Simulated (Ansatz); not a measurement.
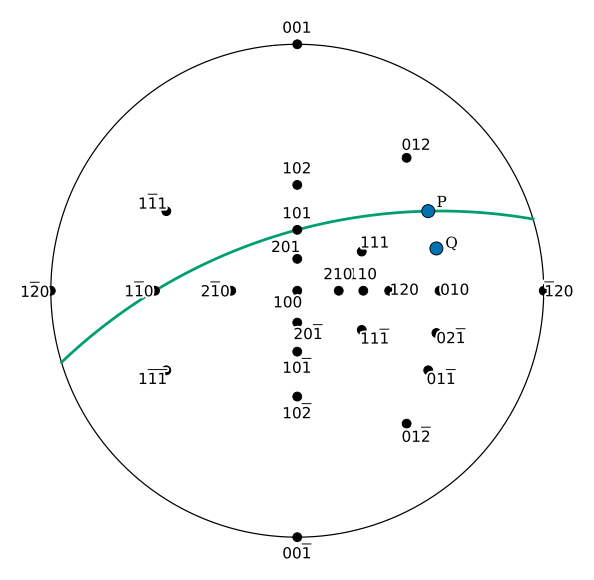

Stereographic projection of plane normals (upper hemisphere) centred on (1 0 0). Crystal: Ni, coordinates from a relaxation with DFT, BLYP, plane waves (420 eV) with PAW, scalar-relativistic in Ansatz 0.2.0; the starting structure was generated, so it need not be a known form of this composition. The drawing is computed from the coordinates (standard cell, symmetry found to 0.002 Å).

a = 2.526 Å, b = 2.526 Å, c = 4.156 Å, α = 90.00°, β = 90.00°, γ = 120.00°.

Index the poles marked P, Q.

Answer. P is (0 1 1), in four indices (0 1 −1 1), 63.7° from the centre; Q is (0 2 1), in four indices (0 2 −2 1), 61.1° from the centre.

Which zone does the coloured great circle trace?

Answer. The zone [1 1 −1]: its poles satisfy h + k − l = 0.

What is the angle between the normals of (0 1 1) and (0 0 1), and what are their d_hkl = 1/|g|?

Answer. 62.2°; d = 1.936 Å and 4.156 Å.
